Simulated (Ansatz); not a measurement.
Start from this file.

```
Si
1.0
     3.72854    0.00000    0.00000
    -1.76409    3.44297    0.00000
    -0.00994   -2.08982    3.41114
Si
2
Direct
  0.37500 0.25000 0.12500
  0.62500 0.75000 0.87500
```

Summarise the structure in words.

Answer. The element is silicon. Space group P-1 (No. 2), lattice primitive triclinic. The cell holds two atoms. Within bonding distance, the neighbour counts come to Si 4.

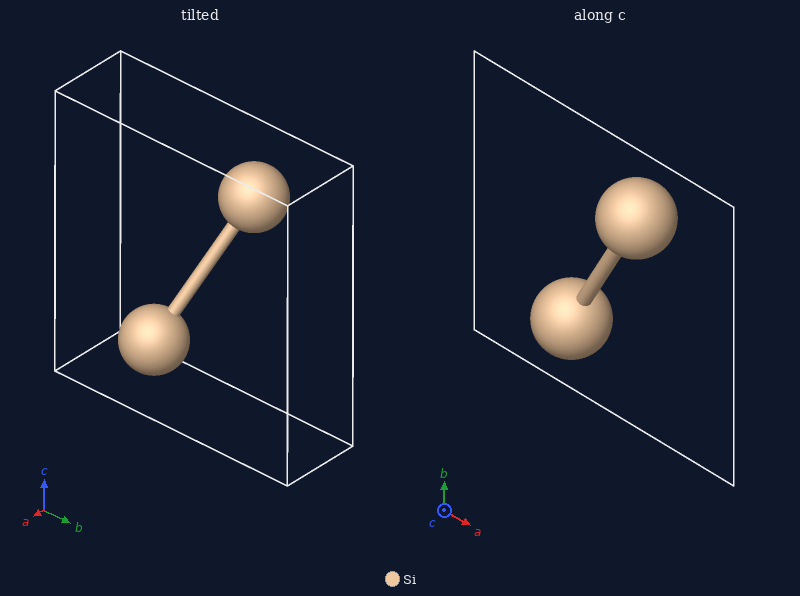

Drawn in the ball-and-stick manner and seen slightly off an axis and along the c axis. One conventional unit cell is framed, with atoms on its boundary repeated. Colours: silicon light orange.

The cell started as a structure listed in the Materials Project. Earlier steps of the study may have refined or changed the cell and positions. It was the input of a calculation with Ansatz.

At this level of theory the cell isn't at rest (forces up to 0.8 eV/Å), so its distances can differ from those at equilibrium, the more so the softer the solid.
